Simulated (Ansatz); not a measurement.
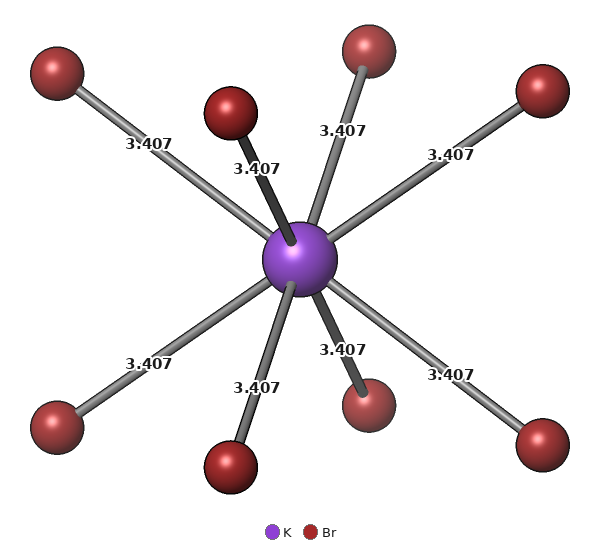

The surroundings of site K1 (at 0.000, 0.000, 0.000) in KBr (Pm-3m, No. 221), with bond lengths in Å.

The cell is taken from the geometry relaxed with DFT, PBEsol, plane waves, PAW (Ansatz); the starting structure was generated, so it need not be a known form of this composition.

```yaml
crystal:
  lattice:
    - [3.93461, 0.00000, 0.00000]
    - [0.00000, 3.93461, 0.00000]
    - [0.00000, 0.00000, 3.93461]
  atoms:
    - { symbol: K, position: [0.00000, 0.00000, 0.00000] }
    - { symbol: Br, position: [0.50000, 0.50000, 0.50000] }
```

Bond valence s = exp((R0 − d)/b), R0 fitted to published crystal structures with b = 0.37 Å; R0 in Å: K+–Br 2.661.

Calculate the bond-valence sum of K1 from the bonds drawn.

8 × 0.133 = 1.07 v.u., against a formal valence of 1: a close match.

And over the whole structure?

| site | x, y, z | formal valence | bond-valence sum | difference |
| --- | --- | --- | --- | --- |
| K1 | 0.000, 0.000, 0.000 | +1 | 1.06 | 0.06 |
| Br1 | 0.500, 0.500, 0.500 | −1 | 1.06 | 0.06 |

These sums include all anions within 5 Å. The global instability index (root mean square of the differences over all atoms) is 0.06 v.u.: little strain.
